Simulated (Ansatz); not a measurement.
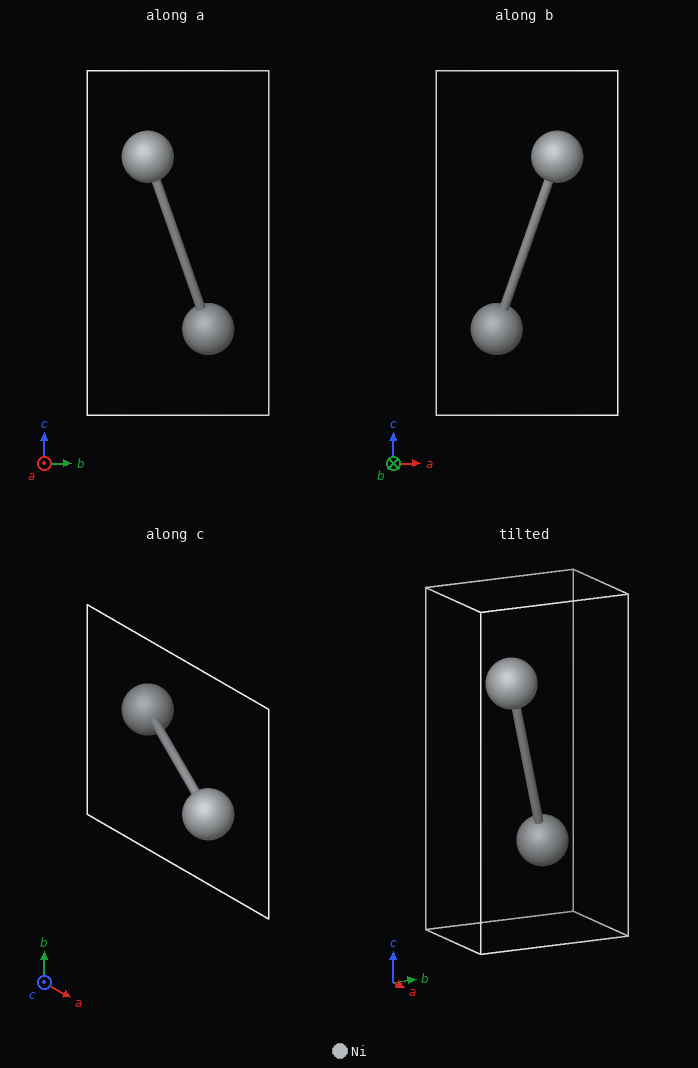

The figure gives a ball-and-stick picture of the atoms, viewed along the a axis, along the b axis, along the c axis and slightly off an axis. The frame is the conventional unit cell; atoms at its boundary are shown with their periodic copies.

Lattice parameters: a = 2.4431 Å, b = 2.4431 Å, c = 4.0159 Å, α = 90.000°, β = 90.000°, γ = 120.000°.

**Express the structure as a CIF in P1 with every atom of the cell.**

```cif
data_structure
_symmetry_space_group_name_H-M 'P 1'
_symmetry_Int_Tables_number 1
_cell_length_a 2.4431
_cell_length_b 2.4431
_cell_length_c 4.0159
_cell_angle_alpha 90.000
_cell_angle_beta 90.000
_cell_angle_gamma 120.000
_cell_volume 20.76
loop_
_atom_site_label
_atom_site_type_symbol
_atom_site_fract_x
_atom_site_fract_y
_atom_site_fract_z
_atom_site_occupancy
Ni1 Ni 0.3333 0.6667 0.2500 1
Ni2 Ni 0.6667 0.3333 0.7500 1
```

The structure comes from a structure type filled with this element by a generator (whether the element takes this form wasn't checked). The cell was then strained or its atoms displaced on purpose. Ansatz was used for an electronic-structure calculation on it.

At this level of theory the cell isn't at rest (compressed, at 11 GPa), so its distances can differ from those at equilibrium, the more so the softer the solid.
